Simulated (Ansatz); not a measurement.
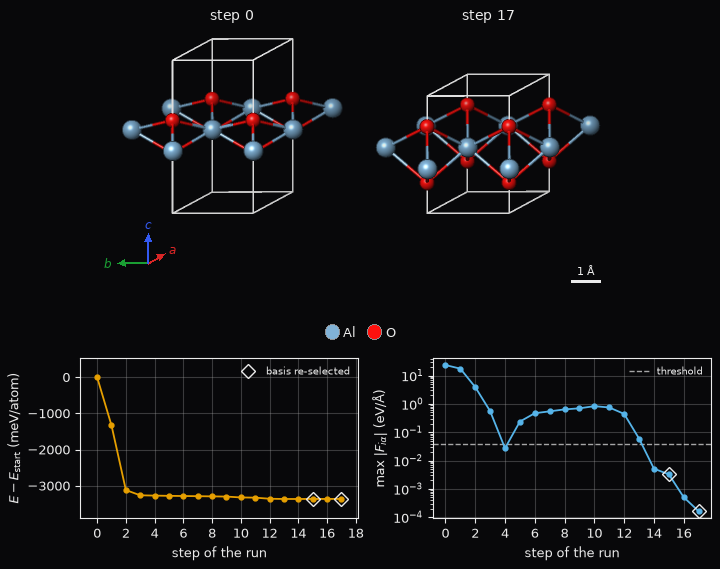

First and last geometry of a relaxation of solid AlO2 (a generated structure, set up in P-6m2) (coarse preliminary run), with the history of the run. A ball-and-stick model of the cell of the calculation, seen from a free direction.

Level of theory: DFT PBE, scalar-relativistic, plane waves, PAW (Ansatz 0.2.0). (plane-wave cutoff 420 eV; k-point mesh 6 × 6 × 4; occupations gaussian; smearing width 0.1 eV; no spin polarisation; cell and atoms relaxed; force threshold 0.04 eV/Å; at most 70 steps)

> What do the curves and the structures tell?

It converged. The energy falls by 3363 meV per atom in 15 accepted moves (17 points after the start). Largest force component: 24 eV/Å at the start, 0.00016 eV/Å at the end. The pressure goes from 95.45 to −0.01 GPa. The SCF was repeated twice at an unchanged geometry on a basis and grid sized afresh for the cell, which shifted the energy by 1.4 meV per atom at most. The largest moves relative to the cell, 0.56 Å, are those of O atoms. Al stays in place. Cell: a = b 2.803 → 2.853 Å (+1.8 %), c 5.594 → 4.288 Å (−23.3 %). Volume −20.6 %. Some distances before and after: O–O 1.205 → 2.052 Å, Al–O 1.727 → 1.941 Å. Bonds break: O–O (1.20 → 2.05 Å). Bond angles that change, for instance: O–Al–O 108.5° → 94.6°, Al–O–Al 108.5° → 94.6°, O–Al–O 124.1° → 129.8°. The space group stays P-6m2 (No. 187). Cost: 24 s on 1 thread of Arm Neoverse V1, with other jobs on the host, peak memory 0.28 GiB.

```
step  E − E(0), meV/atom  largest force component, eV/Å  pressure, GPa  volume, Å³/atom                      note
   0                0.00                        23.6092          95.45           12.687                          
   1            -1331.10                        17.6121          54.00           13.693                          
   2            -3117.38                         3.9471           2.77           14.515                          
   3            -3262.26                         0.5591          -2.06           13.437                          
   4            -3270.34                         0.0273           0.49           13.036                          
   5            -3277.26                         0.2387           1.39           12.560                          
   6            -3281.74                         0.4708           2.59           12.228                          
   7            -3286.44                         0.5481           3.09           11.992                          
   8            -3291.85                         0.6419           3.63           11.753                          
   9            -3297.57                         0.7015           3.98           11.546                          
  10            -3321.31                         0.8348           4.79           10.879                          
  11            -3326.73                         0.7508           4.06           10.828                          
  12            -3357.36                         0.4458           0.98           10.355                          
  13            -3363.73                         0.0602           0.00           10.144                          
  14            -3363.92                         0.0052          -0.02           10.118                          
  15            -3362.53                         0.0033          -0.32           10.118  same geometry, new basis
  16            -3362.81                         0.0005           0.02           10.074                          
  17            -3362.55                         0.0002          -0.01           10.074  same geometry, new basis
```

Limits of the set-up: the k-point mesh is coarse for a cell with partly filled bands; an odd number of electrons was run without spin polarisation, which fails if the electron would localise.
